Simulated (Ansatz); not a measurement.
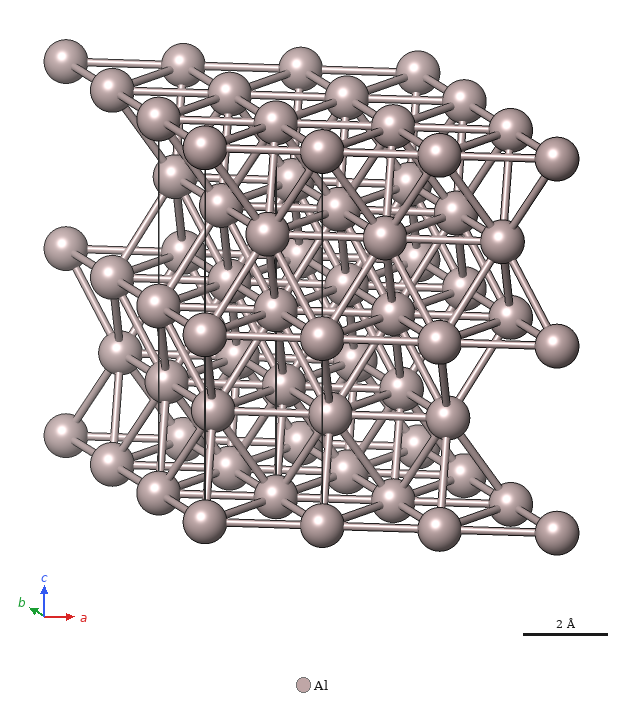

The structure (ball-and-stick view of the cell of the calculation, repeated 3 × 3 × 1, seen slightly off an axis). Near neighbours in the crystal (not all of them lie inside the picture): Al has 12 Al at 2.82 to 2.83 Å.

## Run report: Al, single-point calculation

The run: single-point calculation of Al (P6₃/mmc, 4 atoms in the cell). Method and program: DFT r2SCAN, scalar-relativistic, plane waves, PAW, no spin polarisation (Ansatz 0.2.0).

The structure derives from a Materials Project entry. It belongs to a series of runs on one base structure; here: bulk in the cell of the (0 0 1) plane.

Input file:
```yaml
crystal:
  lattice:
    - [2.8221979706, 0.0, 0.0]
    - [-1.4110989853, 2.4440951371, 0.0]
    - [0.0, 0.0, 9.2620593335]
  atoms:
    - { symbol: Al, position: [0.0, 0.0, 0.0] }
    - { symbol: Al, position: [0.3333333333, 0.6666666667, 0.25] }
    - { symbol: Al, position: [0.0, 0.0, 0.5] }
    - { symbol: Al, position: [0.6666666667, 0.3333333333, 0.75] }
basis:
  ecutwfc: 500
kpoints:
  mp_grid: { grid: [12, 12, 4] }
hamiltonian:
  xc: r2scan
scf:
  occupations: { method: gaussian, width: 0.1 }
output:
  forces: true
  stress: true
  eigenvalues: true
```

Launch command:
```bash
ansatz run input.yaml --threads 1 --pin off --max-ram 2560MiB --backend cpu --events-out ev --progress --plain --runs-dir out
```

What the program printed:
```
Engine: ansatz 0.2.0, x86_64-unknown-linux-gnu
Pseudopotentials: kind: paw
Pseudopotential: Al, paw, valence charge 3, recommended cutoff 500 eV (meta_gga), Al.paw.azcp
Functional definition: r2SCAN
  parameter k0 = 0.174
  parameter k1 = 0.065
  parameter a1 = 4.9479
  exchange = r2scan_x(k0 = k0, k1 = k1, a1 = a1)
  correlation = r2scan_c
Crystal: 4 atoms, lattice volume = 63.887 Å³
Basis set: ecut = 500 eV, 1605 PW (Γ), exchange–correlation on 96×96×288 points (64 copies of the dense FFT grid, shifted against one another)
Bands: 10, of which v1, the nominal top of the filled ones, is band 6 counted from 1 (5 counted from 0)
Symmetry: 24 space group operations
Space group: P63/mmc (ITA 194), of the structure as read, at distance tolerance 4.0e-5 Å
k-points: 57 of 576
Non-local potential: Al, projectors of the file, l = 0: 2, l = 1: 2, l = 2: 1
PAW form: soft (Blöchl's): semilocal exchange-correlation on the pseudo side does not see the compensation charge
PAW frozen core: Al, regenerated for the run's functional (the file was generated under x = pbe(κ = 0.804, μ = 0.2195149727645171), c = pbe(β = 0.06672455060314922))
PAW one-centre angular grid: Al, 302 points (default); XC on 160 Gauss nodes
Initial density: superposition of atomic densities (neutral atoms: chi_scale 0, normalization atom), corrected by the library's trained network
Initial wavefunctions: pseudopotential atomic-orbital guess
Functional: x = r2scan, c = r2scan; τ floored in thin density (d = 2e-4 eV/Å³)
SCF iter   1: F=—  HF=-2161.550175 eV  |F-HF|=—  |Δ(HF+E_count)|=         —  Δρ=3.48e-3  dr2=9.01e-3  dr2_τ=1.92e-2  ethr=1.77e-3  ⟨swp⟩=7.3  Hψ=4886  notcnv=0
preconditioner: auto → none  [metal: Δε(μ)=0.092 eV  Ē_g=8.001 eV  σ=0.100 eV  W_gap=0.41  n_scr=6 (ndim 8)  ℏωp=16.1 eV  f_vac=0.000  D(μ)=1.62/eV (n_scr^D=6)  sad-step TF]
SCF iter   2: F=—  HF=-2161.578092 eV  |F-HF|=—  |Δ(HF+E_count)|=   2.79e-2  Δρ=2.96e-3  dr2=6.47e-3  dr2_τ=1.64e-5  ethr=7.51e-5  ⟨swp⟩=2.1  Hψ=1581  notcnv=0  defer=20
SCF iter   3: F=—  HF=-2161.576762 eV  |F-HF|=—  |Δ(HF+E_count)|=   1.33e-3  Δρ=4.00e-4  dr2=8.18e-5  dr2_τ=4.65e-6  ethr=5.39e-5  ⟨swp⟩=1.0  Hψ=550  notcnv=0  defer=20
SCF iter   4: F=—  HF=-2161.576782 eV  |F-HF|=—  |Δ(HF+E_count)|=   2.00e-5  Δρ=1.73e-4  dr2=1.70e-5  dr2_τ=4.10e-7  ethr=6.81e-7  ⟨swp⟩=2.3  Hψ=842  notcnv=0  defer=20
SCF iter   5: F=—  HF=-2161.576793 eV  |F-HF|=—  |Δ(HF+E_count)|=   1.11e-5  Δρ=6.73e-5  dr2=1.21e-5  dr2_τ=3.53e-8  ethr=1.42e-7  ⟨swp⟩=2.0  Hψ=822  notcnv=0  defer=20
SCF iter   6: F=—  HF=-2161.576790 eV  |F-HF|=—  |Δ(HF+E_count)|=   3.62e-6  Δρ=1.39e-5  dr2=1.53e-7  dr2_τ=6.54e-10  ethr=1.01e-7  ⟨swp⟩=2.1  Hψ=799  notcnv=0  defer=20
SCF iter   7: F=-2161.576790 eV  HF=-2161.576790 eV  |F-HF|=8.76e-10  |Δ(HF+E_count)|=   4.09e-8  Δρ=2.68e-6  dr2=5.92e-9  dr2_τ=4.74e-11  ethr=8.33e-10  ⟨swp⟩=6.3  Hψ=2837  notcnv=0
SCF 1 converged in 7 iterations: F = -2161.576790 eV  dr2 = 5.92e-9
  greatest PAW one-centre occupation: 0.442 electrons in one spin orbital (limit 2), on the Al atom at site 2 (counted from 0), in its partial waves of l = 0
```

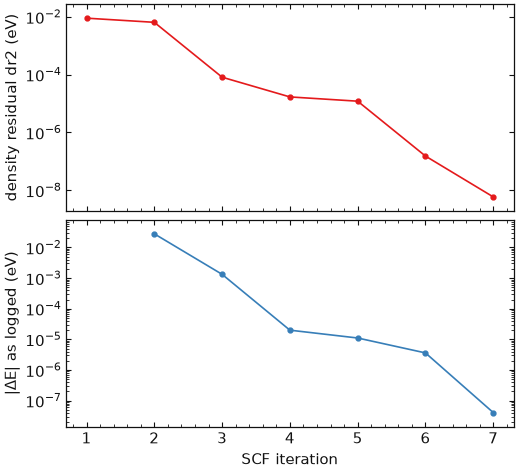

Convergence of the self-consistent field: density residual dr2 and size of the energy change against the SCF iteration. The residual falls at every step.

```
SCF converged after 7 iterations
Free energy (F): -2161.576790 eV
Harris-Foulkes:  -2161.576790 eV  (|F-HF|=8.76e-10)
Internal energy: -2161.568725 eV  (E = F + TS)
E sigma→0 (E₀):  -2161.572757 eV
Entropy (-TS):   -0.008065 eV (-2.016 meV/atom)
Fermi energy:    8.314469 eV
--- Per-component energies (eV) ---
  E_band       = 42.132075
  E_kinetic    = 93.847820
  E_local      = 43.078281  (includes V_loc(G=0)·N_el)
  E_nonlocal   = 38.527369
  E_hartree    = 0.479728
  E_xc         = -147.565250
  E_vxc        = -125.574673  (∫ρ·V_xc dr)
  E_paw        = -1892.436105  (= ΣΔE_a)
  E_vpaw       = -13.630737  (= ΣTr[D̂ρ^β])
  E_aug_tail   = -0.000003  (compensation charges beyond the density's cutoff)
  E_vtau       = 4.924548  (kinetic-family band-sum trace: ∫τ·v_τ [+ j·A + Jᵃ·Aᵃ] dr)
  E_ewald      = -297.260134
  E_core_change = -0.240432  (= ΣΔE_core)
  E_smearing   = -0.008065  (= −TS)
  E_closure    = 0.000000  (closes the sum)
  Σ components = -2161.576790   (vs F -2161.576790, Δ=0.00e0)
--- Forces (eV/Å), atoms counted from 1 ---
  atom   1  Al     0.00000000     0.00000000    -0.00000000
  atom   2  Al    -0.00000000     0.00000000     0.00000000
  atom   3  Al     0.00000000     0.00000000     0.00000000
  atom   4  Al     0.00000000    -0.00000000     0.00000000
  max |Σ_I F_I| component: 3.08e-33 eV/Å
--- Stress (GPa, compression-positive) ---
        0.549358      -0.000000       0.000000
       -0.000000       0.549358       0.000000
        0.000000       0.000000      -1.208046
  P = ⅓ Tr σ = -0.0364 GPa (-0.364 kbar)
--- Band table (eV; the first three rows and the last of 57) ---
  k-point 0: bands = ["-3.7590", "-1.9461", "-1.9315", "3.1460", "3.6735", "11.9495", "11.9524", "20.0600", "20.0600", "20.1499"]
  k-point 1: bands = ["-3.6445", "-2.7323", "-0.9249", "1.7387", "5.2817", "9.5470", "14.5082", "19.7932", "20.1456", "20.1456"]
  k-point 2: bands = ["-3.3018", "-3.3018", "0.3041", "0.3041", "7.3182", "7.3182", "17.1720", "17.1720", "20.3941", "20.3941"]
  k-point 56: bands = ["5.0387", "5.0387", "5.0586", "5.0586", "5.2761", "5.2761", "8.0460", "8.0460", "8.9583", "8.9583"]
```

Results in brief:

```tsv
quantity	value
outcome	converged
space group (tolerance 0.01 Å)	P6₃/mmc (194)
electrons treated	12
free energy	−2161.5768 eV
Fermi energy	8.314 eV
gap on the k-point mesh	none (metallic)
pressure	−0.04 GPa
largest force (length of the vector)	under 0.001 eV/Å
hardware	1 thread of Intel Xeon @ 2.50GHz (Skylake/Cascade Lake), 32 GiB of memory available, shared host
wall time	5.8 s
peak memory	0.57 GiB
```
